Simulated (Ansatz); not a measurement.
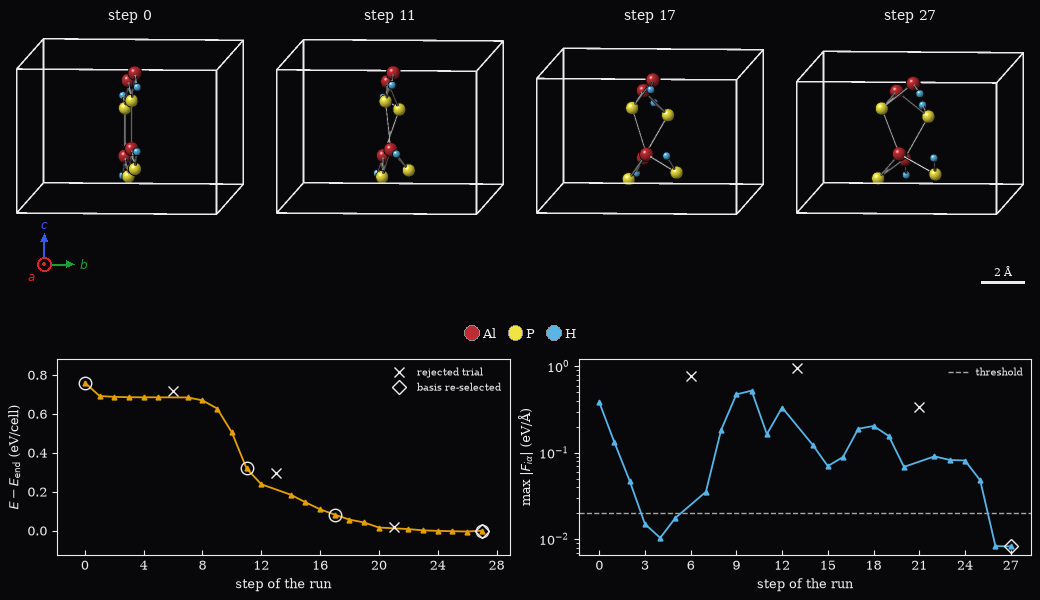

Frames of a relaxation of a wire of composition AlPH, marked on the history of the run. A ball-and-stick model of the cell of the calculation, with the vacuum cut short, seen from a free direction.

Case: armchair ribbon, 4 formula units a period, edges capped with H.

These are results of Ansatz 0.2.0, DFT PBE, scalar-relativistic, plane waves, PAW, not measurements. Set-up: plane-wave cutoff 420 eV; k-point mesh 1 × 1 × 5; occupations gaussian; smearing width 0.05 eV; no spin polarisation; cell relaxed at fixed a, b, alpha, beta, gamma; force threshold 0.02 eV/Å; at most 45 steps.

**Describe the path.**

The largest moves relative to the layer's centre, 1.43 Å, are those of P atoms. By element the largest moves are P 1.43 Å, H 1.20 Å, Al 0.59 Å. Along the periodic axis the drawn cell goes c 6.823 → 6.228 Å (−8.7 %). Near-neighbour distances that change, for instance: Al–P 2.274 → 2.320 Å, H–P 1.420 → 1.431 Å, Al–H 1.600 → 1.592 Å. Bond angles that change, for instance: Al–P–Al 120.0° → 97.5°, Al–P–H 120.0° → 97.8°, Al–P–Al 120.0° → 98.9°. The energy falls by 0.761 eV per cell of the calculation in 23 accepted moves (27 points after the start). Largest force component: 0.38 eV/Å at the start, 0.0082 eV/Å at the end. The line search rejected the trial steps at points 6, 13, 21 of the run. The SCF was repeated once at an unchanged geometry on a basis and grid sized afresh for the cell, which shifted the energy by 4.1 meV per cell of the calculation at most. The run took 62 s on 4 threads of AMD EPYC 9R45 96-Core Processor (Zen 5), on a shared host, peak memory 1.1 GiB. From step 0 to 11: P atoms move most (0.68 Å), energy −0.441 eV per cell of the calculation. From step 11 to 17: P atoms move most (0.64 Å), energy −0.238 eV per cell of the calculation. From step 17 to 27: P and H atoms move most (0.51 Å), energy −82.5 meV per cell of the calculation.

```json
{"step": "0", "E − E(0), meV/atom": "0.00", "largest force component, eV/Å": "0.3849", "note": ""}
{"step": "1", "E − E(0), meV/atom": "-5.73", "largest force component, eV/Å": "0.1315", "note": ""}
{"step": "2", "E − E(0), meV/atom": "-6.13", "largest force component, eV/Å": "0.0471", "note": ""}
{"step": "3", "E − E(0), meV/atom": "-6.27", "largest force component, eV/Å": "0.0150", "note": ""}
{"step": "4", "E − E(0), meV/atom": "-6.30", "largest force component, eV/Å": "0.0103", "note": ""}
{"step": "5", "E − E(0), meV/atom": "-6.31", "largest force component, eV/Å": "0.0176", "note": ""}
{"step": "6", "E − E(0), meV/atom": "-3.68", "largest force component, eV/Å": "0.7759", "note": "rejected"}
{"step": "7", "E − E(0), meV/atom": "-6.37", "largest force component, eV/Å": "0.0353", "note": ""}
{"step": "8", "E − E(0), meV/atom": "-7.60", "largest force component, eV/Å": "0.1839", "note": ""}
{"step": "9", "E − E(0), meV/atom": "-11.10", "largest force component, eV/Å": "0.4738", "note": ""}
{"step": "10", "E − E(0), meV/atom": "-21.35", "largest force component, eV/Å": "0.5233", "note": ""}
{"step": "11", "E − E(0), meV/atom": "-36.76", "largest force component, eV/Å": "0.1642", "note": ""}
{"step": "12", "E − E(0), meV/atom": "-43.54", "largest force component, eV/Å": "0.3336", "note": ""}
{"step": "13", "E − E(0), meV/atom": "-38.83", "largest force component, eV/Å": "0.9655", "note": "rejected"}
{"step": "14", "E − E(0), meV/atom": "-48.01", "largest force component, eV/Å": "0.1241", "note": ""}
{"step": "15", "E − E(0), meV/atom": "-51.23", "largest force component, eV/Å": "0.0700", "note": ""}
{"step": "16", "E − E(0), meV/atom": "-54.27", "largest force component, eV/Å": "0.0893", "note": ""}
{"step": "17", "E − E(0), meV/atom": "-56.56", "largest force component, eV/Å": "0.1895", "note": ""}
{"step": "18", "E − E(0), meV/atom": "-58.69", "largest force component, eV/Å": "0.2041", "note": ""}
{"step": "19", "E − E(0), meV/atom": "-59.91", "largest force component, eV/Å": "0.1562", "note": ""}
{"step": "20", "E − E(0), meV/atom": "-62.07", "largest force component, eV/Å": "0.0686", "note": ""}
{"step": "21", "E − E(0), meV/atom": "-62.04", "largest force component, eV/Å": "0.3385", "note": "rejected"}
{"step": "22", "E − E(0), meV/atom": "-62.74", "largest force component, eV/Å": "0.0909", "note": ""}
{"step": "23", "E − E(0), meV/atom": "-63.29", "largest force component, eV/Å": "0.0825", "note": ""}
{"step": "24", "E − E(0), meV/atom": "-63.51", "largest force component, eV/Å": "0.0813", "note": ""}
{"step": "25", "E − E(0), meV/atom": "-63.65", "largest force component, eV/Å": "0.0479", "note": ""}
{"step": "26", "E − E(0), meV/atom": "-63.77", "largest force component, eV/Å": "0.0083", "note": ""}
{"step": "27", "E − E(0), meV/atom": "-63.43", "largest force component, eV/Å": "0.0082", "note": "same geometry, new basis"}
```
